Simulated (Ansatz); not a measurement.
HfH$_{2}$

```
Hf H
1.0
     3.46491    0.00000    0.00000
     0.00000    3.46491    0.00000
     0.00000    0.00000    4.30714
Hf H
2 4
Direct
  0.00000 0.00000 0.00000
  0.50000 0.50000 0.50000
  0.00000 0.50000 0.25000
  0.50000 0.00000 0.75000
  0.50000 0.00000 0.25000
  0.00000 0.50000 0.75000
```

Space group I4/mmm.

Level of theory: Ansatz 0.2.0, DFT r2SCAN, scalar-relativistic, plane waves, PAW.

The density is the valence pseudo-density of a PAW calculation; it isn't the true density close to the nuclei.

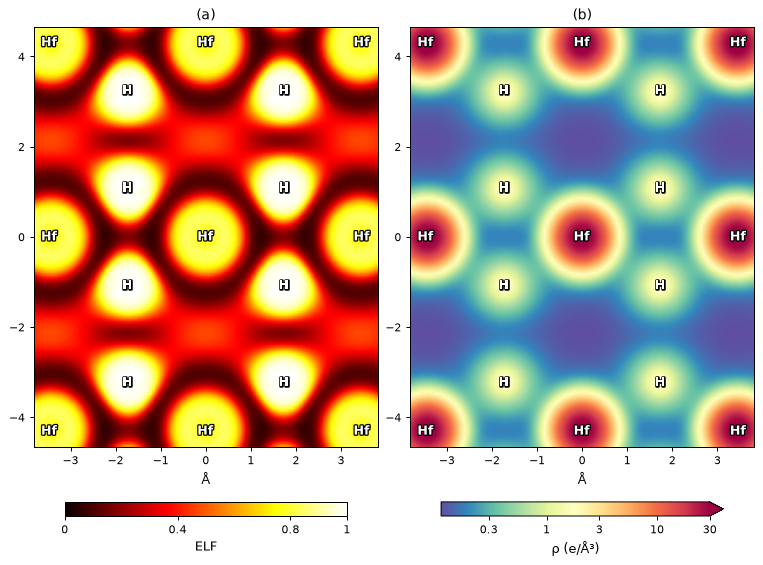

Figure 1. (a) electron localisation function; (b) valence charge density (pseudo) on the (100) plane of the conventional cell.

Question: What do the fields say about this system?

Answer: Atoms in the plane: Hf and H.
Hf–H (2.04 Å): ρ is about 0.63 e/Å³ halfway; the ELF climbs to about 1 towards the hydrogen.
Between the atoms the lowest density in this plane is 0.11 e/Å³.
The features right at Hf lie inside the PAW spheres, where the map follows smoothed inner orbitals and isn't to be read closely.

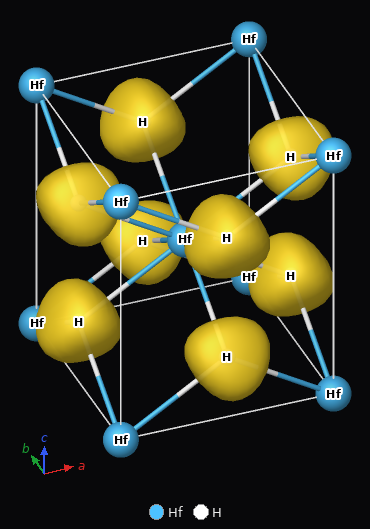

Figure 2. Isosurface of the electron localisation function at 0.75 (yellow), seen at an oblique angle. Core shells and regions of very low density are left out. Sticks mark near contacts.

Question: What do the ELF domains correspond to?

Answer: The ELF exceeds this value in four regions around hydrogen nuclei, counted in one cell of 6 atoms. Regions shared between cells count once.

Question: Metal or insulator at this level of theory?

Answer: It is metallic or semimetallic at this level of theory: no gap opens.

Question: What Bader charges does the calculation give?

Answer: Electrons move from Hf towards H. Bader charges: Hf +1.60 and H −0.80 e.
